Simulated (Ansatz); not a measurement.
# N: what the fields show

Input

```
crystal:
  lattice:
    - [3.5792593765, 0.0, 0.0]
    - [-1.7896296883, 3.0997295467, 0.0]
    - [0.0, 0.0, 7.6409886428]
  atoms:
    - { symbol: "N", position: [0.3333333333, 0.6666666667, 0.321576074] }
    - { symbol: "N", position: [0.3333333333, 0.6666666667, 0.178423926] }
    - { symbol: "N", position: [0.6666666667, 0.3333333333, 0.821576074] }
    - { symbol: "N", position: [0.6666666667, 0.3333333333, 0.678423926] }
kpoints:
  mp_grid: { grid: [6, 6, 2] }
hamiltonian:
  xc: pbesol
scf:
  occupations: { method: fixed }
  n_extra_bands: 5
output:
  forces: true
  stress: true
  eigenvalues: true
  write_density: true
  write_potential: true
  elf: true
  volumetric_format: npy
```

Launched as:

```sh
ansatz run input.yaml --threads 4 --pin off --max-ram 4608MiB --backend cpu --events-out ev --progress --plain --runs-dir out
```

Below, planes, directions and counts refer to the conventional cell (a = 3.58 Å, b = 3.58 Å, c = 7.64 Å, α = 90.00°, β = 90.00°, γ = 120.00°).

Space group P6₃/mmc; a structure from a database of computed crystals, not necessarily the ambient phase; started from the database structure prototype, which need not be the ambient phase; not relaxed (largest force 0.9 eV/Å).

The calculation used DFT, PBEsol, plane waves, PAW in Ansatz.

In a PAW calculation such maps are meaningful between the atoms, not at the nuclei.

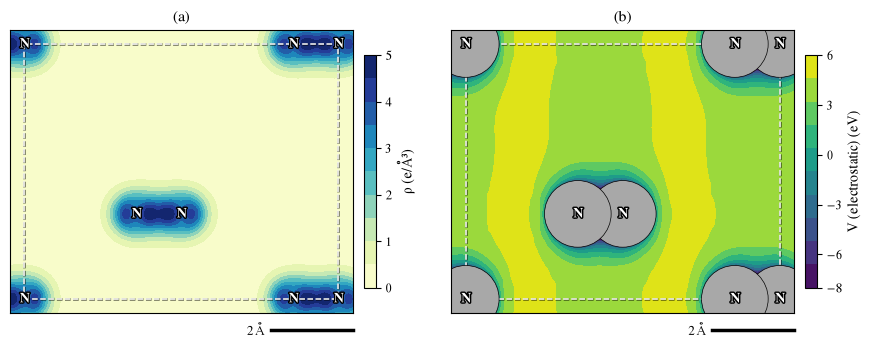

Figure 1. (a) valence pseudo-density; (b) electrostatic potential (local pseudopotential plus Hartree) felt by an electron on the (110) plane of the conventional cell. Grey discs cover the atomic cores in the potential map.

> Interpret the plot.

Atoms in the plane: N.
N–N (1.09 Å): ρ at the midpoint is about 4.7 e/Å³.
The density dies away to nearly zero in the voids.
Outside the cores the potential energy rises away from the atoms and is highest about 1.6 Å from the nearest atoms; its zero is arbitrary.

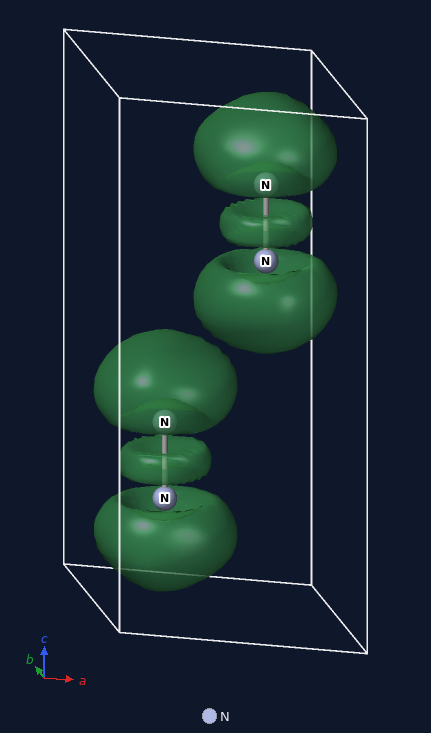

Figure 2. Isosurface of the ELF at 0.75 (green), seen slightly off an axis. Only the valence region is drawn (cores and ρ < 0.01 e/Å³ removed). Sticks mark near contacts.

> Where are the electrons localised?

At this value the surface marks out two regions between bonded N–N atoms (shared pairs) and four lobes on N, pointing away from the bonds (lone pairs), counted in one cell of 4 atoms. Regions shared between cells count once.


N–N (1.09 Å): the ELF peaks at about 0.85 between the atoms (inside overlapping PAW spheres, so only a guide) (a short, multiple covalent bond).

> Metal or insulator at this level of theory?

It is gapped, with a Kohn–Sham gap of 7.0 eV on the k-point mesh (the band edges may lie off the mesh, which would make the gap smaller).
